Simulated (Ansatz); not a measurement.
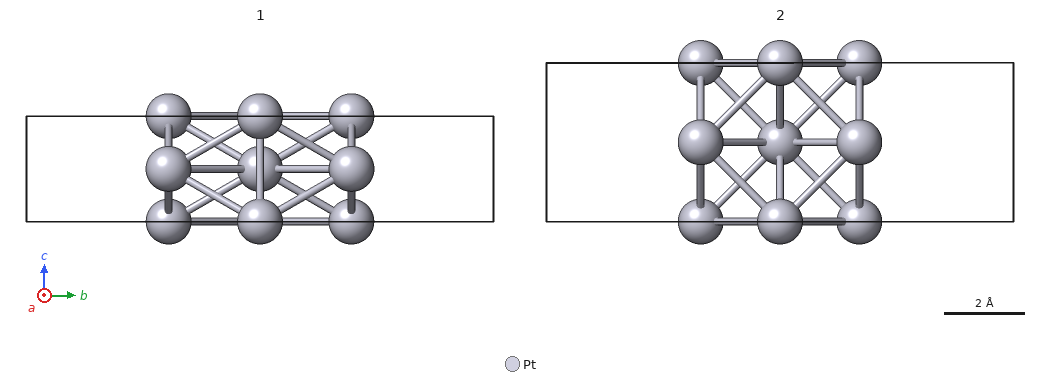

Two geometries of a wire of composition Pt, drawn at one scale. One is the start of a relaxation, the other its converged end. A ball-and-stick model of the cell of the calculation, with the vacuum cut short, seen along the a axis.

The calculation used DFT PBE, scalar-relativistic, plane waves, PAW in Ansatz. (plane-wave cutoff 420 eV; k-point mesh 1 × 1 × 14; occupations gaussian; smearing width 0.05 eV; no spin polarisation; cell relaxed at fixed a, b, alpha, beta, gamma; force threshold 0.02 eV/Å; at most 45 steps)

Question: Which of the two is the end point?

Answer: Structure 1 is the relaxed one. Case: wire along [0 0 1], 7 atoms a period. The atom that moves furthest relative to the centre of the atoms is a Pt atom (0.63 Å). Along the periodic axis the drawn cell goes c 3.970 → 2.637 Å (−33.6 %). Among the contacts that change: Pt–Pt 3.970 → 2.637 Å, Pt–Pt 2.807 → 3.763 Å, Pt–Pt 2.807 → 2.656 Å, Pt–Pt 2.807 → 2.946 Å. Bond angles that change, for instance: Pt–Pt–Pt 90.0° → 56.7°, Pt–Pt–Pt 90.0° → 58.3°, Pt–Pt–Pt 90.0° → 58.6°. Over 14 accepted moves (16 points after the start) the energy falls by 3.906 eV per cell of the calculation. The largest force component goes from 2.1 to 0.0069 eV/Å. The line search rejected the trial step at point 11 of the run. The SCF was repeated once at an unchanged geometry on a basis and grid sized afresh for the cell, which shifted the energy by 10.6 meV per cell of the calculation at most. Cost: 5.6 min on 4 threads of AMD EPYC 7R43 64-Core Processor (Zen 3), with other jobs on the host, peak memory 1.5 GiB.

Limits of the set-up: the k-point mesh is coarse for a cell with partly filled bands.
